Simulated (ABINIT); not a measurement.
BaTiO3: berry calculation (part 1 of 2)

The run: berry calculation of BaTiO3 (P4mm, 5 atoms in the cell). Method and program: Kohn-Sham DFT of a periodic cell, PBEsol, Ansatz PAW PBE default generated set, frozen core, no spin polarisation (ABINIT 10.8.3).

The structure derives from an entry of the Crystallography Open Database.

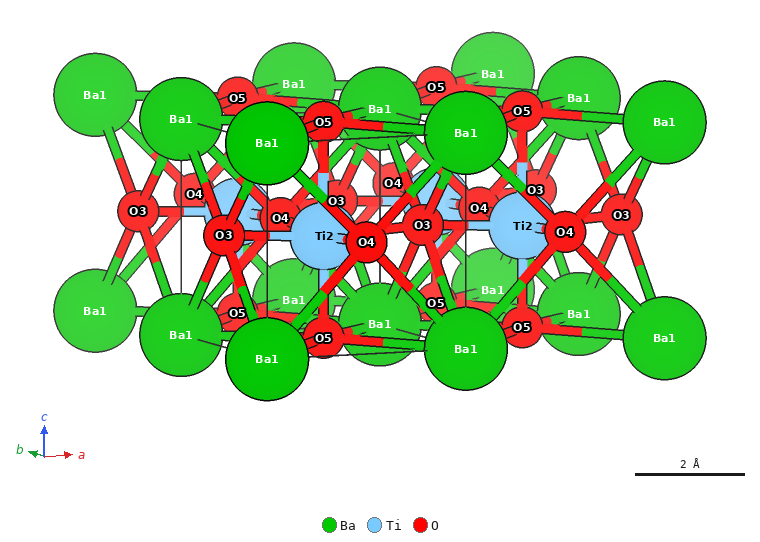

The structure as given in the input (ball-and-stick view of the cell of the calculation, repeated 2 × 2 × 1, seen slightly off an axis; atoms are numbered from 1 in the order of the input).

Input file
```
# Pseudopotentials
pp_dirpath "./"
pseudos "Ba.GGA_PBE-ansatz.xml, Ti.GGA_PBE-ansatz.xml, O.GGA_PBE-ansatz.xml"

# Structure
acell 7.5585265533 7.5585265533 7.5929195687
rprim
     1.0000000000     0.0000000000     0.0000000000
     0.0000000000     1.0000000000     0.0000000000
     0.0000000000     0.0000000000     1.0000000000
ntypat 3
znucl 56 22 8
natom 5
typat 1 2 3 3 3
xred
            0.0            0.0            0.0
            1/2            1/2   0.4900000000
            0.0            1/2   0.5170000000
            1/2            0.0   0.5170000000
            1/2            1/2   0.0190000000

# Plane-wave basis
ecut 419.055348 eV
pawecutdg 30.8
pawovlp 30

# k points
kptopt 3
ngkpt 5 5 5
nshiftk 1
shiftk 0.0 0.0 0.0
istwfk *1

# Exchange and correlation
ixc -116133

# Bands and occupations
nband 20
occopt 1

# SCF cycle
nstep 80
diemac 6.0
tolvrs 1.0e-11

# Output
iomode 3
prteig 0
prtebands 0
prtwf 0
prtden 0

# Berry phase
berryopt -1
rfdir 1 1 1
```

Run on 1 thread of Arm Neoverse V1, 24 GiB of memory available, shared host.

Run as:
```bash
abinit run.abi > log 2>&1
```

The program's output
```
.Version 10.8.3 of ABINIT
 Symmetries : space group P4 m m (# 99); Bravais tP (primitive tetrag.)
================================================================================
 Values of the parameters that define the memory need of the present run
     intxc =       0    ionmov =       0      iscf =      17    lmnmax =      33
     lnmax =       9     mgfft =      30  mpssoang =       4    mqgrid =    3001
     natom =       5  nloc_mem =       2    nspden =       1   nspinor =       1
    nsppol =       1      nsym =       8    n1xccc =       1    ntypat =       3
    occopt =       1   xclevel =       2
       mpw =        1269          nfft =       27000          nkpt =         125
 PAW method is used; the additional fine FFT grid is defined by:
   mgfftf=        40    nfftf =     64000
================================================================================
================================================================================

--------------------------------------------------------------------------------
------------- Echo of variables that govern the present computation ------------
--------------------------------------------------------------------------------
 -outvars: echo values of preprocessed input variables --------
            acell      7.5585265533E+00  7.5585265533E+00  7.5929195687E+00 Bohr
              amu      1.37327000E+02  4.78800000E+01  1.59994000E+01
         berryopt          -1
           diemac      6.00000000E+00
             ecut      1.54000000E+01 Hartree
                       outvar_i_n : Printing only first  50 k-points.
              ixc     -116133
                       outvar_i_n : Printing only first  50 k-points.
           kptopt           3
         kptrlatt        5    0    0      0    5    0      0    0    5
          kptrlen      3.77926328E+01
            natom           5
            nband          20
            ngfft          30      30      30
          ngfftdg          40      40      40
             nkpt         125
            nstep          80
             nsym           8
           ntypat           3
        pawecutdg      3.08000000E+01 Hartree
          pawovlp      3.0000000000E+01
         pawxcdev           0
           prtden           0
        prtebands           0
           prteig           0
            prtwf           0
          spgroup          99
           tolvrs      1.00000000E-11
            typat      1  2  3  3  3
           useylm           1
                       outvars : Printing only first  50 k-points.
           xangst      0.0000000000E+00  0.0000000000E+00  0.0000000000E+00
                       1.9998999986E+00  1.9998999986E+00  1.9688199987E+00
                       0.0000000000E+00  1.9998999986E+00  2.0773059986E+00
                       1.9998999986E+00  0.0000000000E+00  2.0773059986E+00
                       1.9998999986E+00  1.9998999986E+00  7.6341999948E-02
            xcart      0.0000000000E+00  0.0000000000E+00  0.0000000000E+00
                       3.7792632767E+00  3.7792632767E+00  3.7205305887E+00
                       0.0000000000E+00  3.7792632767E+00  3.9255394170E+00
                       3.7792632767E+00  0.0000000000E+00  3.9255394170E+00
                       3.7792632767E+00  3.7792632767E+00  1.4426547181E-01
             xred      0.0000000000E+00  0.0000000000E+00  0.0000000000E+00
                       5.0000000000E-01  5.0000000000E-01  4.9000000000E-01
                       0.0000000000E+00  5.0000000000E-01  5.1700000000E-01
                       5.0000000000E-01  0.0000000000E+00  5.1700000000E-01
                       5.0000000000E-01  5.0000000000E-01  1.9000000000E-02
            znucl       56.00000   22.00000    8.00000

================================================================================

 chkinp: Checking input parameters for consistency.

================================================================================
== DATASET  1 ==================================================================

--- !DatasetInfo
iteration_state: {dtset: 1, }
dimensions: {natom: 5, nkpt: 125, mband: 20, nsppol: 1, nspinor: 1, nspden: 1, mpw: 1269, }
cutoff_energies: {ecut:  15.4, pawecutdg:  30.8, }
electrons: {nelect:   4.00000000E+01, charge:   0.00000000E+00, occopt:   1.00000000E+00, tsmear:   1.00000000E-02, }
meta: {optdriver: 0, ionmov: 0, optcell: 0, iscf: 17, paral_kgb: 0, }
...

 Real(R)+Recip(G) space primitive vectors, cartesian coordinates (Bohr,Bohr^-1):
 R(1)=  7.5585266  0.0000000  0.0000000  G(1)=  0.1323009  0.0000000  0.0000000
 R(2)=  0.0000000  7.5585266  0.0000000  G(2)=  0.0000000  0.1323009  0.0000000
 R(3)=  0.0000000  0.0000000  7.5929196  G(3)=  0.0000000  0.0000000  0.1317016
 Unit cell volume ucvol=  4.3379355E+02 bohr^3
 Angles (23,13,12)=  9.00000000E+01  9.00000000E+01  9.00000000E+01 degrees

 Coarse grid specifications (used for wave-functions):

 getcut: wavevector=  0.0000  0.0000  0.0000  ngfft=  30  30  30
         ecut(hartree)=     15.400   => boxcut(ratio)=   2.23659

 getcut : COMMENT -
  Note that boxcut > 2.2 ; recall that boxcut=Gcut(box)/Gcut(sphere) = 2
  is sufficient for exact treatment of convolution.
  Such a large boxcut is a waste : you could raise ecut
  e.g. ecut=   19.259042 Hartrees makes boxcut=2

 Fine grid specifications (used for densities):

 getcut: wavevector=  0.0000  0.0000  0.0000  ngfft=  40  40  40
         ecut(hartree)=     30.800   => boxcut(ratio)=   2.10868

--- Pseudopotential description ------------------------------------------------
- pspini: atom type   1  psp file is ./Ba.GGA_PBE-ansatz.xml
 Pseudopotential format is: paw10
 basis_size (lnmax)=  9 (lmn_size= 33), orbitals=   0   0   0   1   1   2   2   3   3
 Spheres core radius: rc_sph= 2.63805767
 Shapefunction is NUMERIC type: directly read from atomic data file
 Radius for shape functions =  2.63805767
 Compensation charge density is not taken into account in XC energy/potential

- pspini: atom type   2  psp file is ./Ti.GGA_PBE-ansatz.xml
 Pseudopotential format is: paw10
 basis_size (lnmax)=  9 (lmn_size= 31), orbitals=   0   0   0   1   1   2   2   2   3
 Spheres core radius: rc_sph= 2.63805767
 Shapefunction is NUMERIC type: directly read from atomic data file
 Radius for shape functions =  2.63805767
 Compensation charge density is not taken into account in XC energy/potential

- pspini: atom type   3  psp file is ./O.GGA_PBE-ansatz.xml
 Pseudopotential format is: paw10
 basis_size (lnmax)=  5 (lmn_size= 13), orbitals=   0   0   1   1   2
 Spheres core radius: rc_sph= 1.79523982
 Shapefunction is NUMERIC type: directly read from atomic data file
 Radius for shape functions =  1.79523982
 Compensation charge density is not taken into account in XC energy/potential

   3.58197404E+03                                ecore*ucvol(ha*bohr**3)
--------------------------------------------------------------------------------

  initberry: for direction 1, nkstr =   5, nstr =     25
  initberry: for direction 2, nkstr =   5, nstr =     25
  initberry: for direction 3, nkstr =   5, nstr =     25

================================================================================

--- !BeginCycle
iteration_state: {dtset: 1, }
solver: {iscf: 17, nstep: 80, nline: 4, wfoptalg: 10, }
tolerances: {tolvrs: 1.00E-11, }
...

     iter   Etot(hartree)      deltaE(h)  residm     nres2
 ETOT  1  -131.79458669603    -1.318E+02 2.444E+00 6.842E+00
 ETOT  2  -133.05417852900    -1.260E+00 5.117E-01 3.449E+00
 ETOT  3  -133.06516340472    -1.098E-02 1.471E-01 2.885E+00
 ETOT  4  -133.07579106794    -1.063E-02 2.948E-01 1.780E+00
 ETOT  5  -133.07251580099     3.275E-03 2.669E-02 7.470E-01
 ETOT  6  -133.07031741984     2.198E-03 1.179E-02 2.563E-02
 ETOT  7  -133.07051243850    -1.950E-04 7.745E-04 2.803E-02
 ETOT  8  -133.07041153834     1.009E-04 2.933E-04 5.967E-03
 ETOT  9  -133.07039935731     1.218E-05 2.554E-05 1.922E-05
 ETOT 10  -133.07040089169    -1.534E-06 1.092E-05 2.702E-06
 ETOT 11  -133.07040116580    -2.741E-07 2.369E-06 8.854E-06
 ETOT 12  -133.07040120473    -3.893E-08 8.189E-07 2.500E-06
 ETOT 13  -133.07040120952    -4.797E-09 2.052E-07 5.011E-07
 ETOT 14  -133.07040121119    -1.666E-09 6.916E-08 9.885E-09
 ETOT 15  -133.07040121211    -9.192E-10 1.865E-08 4.159E-09
 ETOT 16  -133.07040121234    -2.318E-10 6.695E-09 3.221E-10
 ETOT 17  -133.07040121241    -6.966E-11 1.752E-09 1.612E-10
 ETOT 18  -133.07040121243    -2.021E-11 6.406E-10 6.911E-12

 At SCF step   18       nres2   =  6.91E-12 < tolvrs=  1.00E-11 =>converged.

 Computing the polarization (Berry phase) for reciprocal vector:
  0.20000  0.00000  0.00000 (in reduced coordinates)
  0.02646  0.00000  0.00000 (in cartesian coordinates - atomic units)
 Number of strings:    25
 Number of k points in string:    5

 Summary of the results
 Electronic Berry phase     2.976833775E-07
            Ionic phase     0.000000000E+00
            Total phase     2.976833775E-07
    Remapping in [-1,1]     2.976833775E-07

           Polarization     5.186909158E-09 (a.u. of charge)/bohr^2
           Polarization     2.967677953E-07 C/m^2

 Computing the polarization (Berry phase) for reciprocal vector:
  0.00000  0.20000  0.00000 (in reduced coordinates)
  0.00000  0.02646  0.00000 (in cartesian coordinates - atomic units)
 Number of strings:    25
 Number of k points in string:    5

 Summary of the results
 Electronic Berry phase    -6.079504275E-08
            Ionic phase     0.000000000E+00
            Total phase    -6.079504275E-08
    Remapping in [-1,1]    -6.079504275E-08
```
